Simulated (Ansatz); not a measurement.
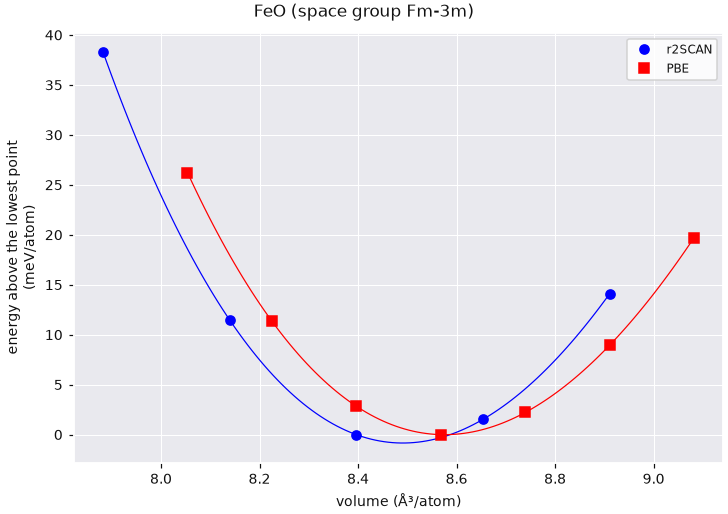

The figure shows the energy above the lowest point against volume, with one curve for each functional, for FeO (space group Fm-3m).

Calculation (Ansatz 0.2.0 development build): equation of state of a cubic crystal from periodic Kohn-Sham density functional theory without spin, third-order Birch-Murnaghan fit to the free energies; pressure corrected for the finite basis.

- structure type: rock salt
- atoms in cell: 2
- space group number: 225
- lattice centring: face-centred primitive
- occupation method: Fermi–Dirac
- datasets: soft-1 PAW
- density tolerance: 1e−07 eV
- bands: 15
- density cutoff ratio: 4
- search for lower states: default

Settings that differ: r2SCAN: wave cutoff 500 eV, k mesh 14×14×14, occupation width 0.1 eV; PBE: wave cutoff 420 eV, k mesh 46×46×46, occupation width 0.0612 eV.

Order the curves by fitted equilibrium volume, smallest first.

r2SCAN 8.491, PBE 8.575 Å³/atom.

Order the curves by fitted bulk modulus, smallest first.

PBE 235, r2SCAN 252 GPa.

Keep in mind: known magnet treated without spin, far from its ground state; modest k-mesh, values are not fully converged in k (r2SCAN).
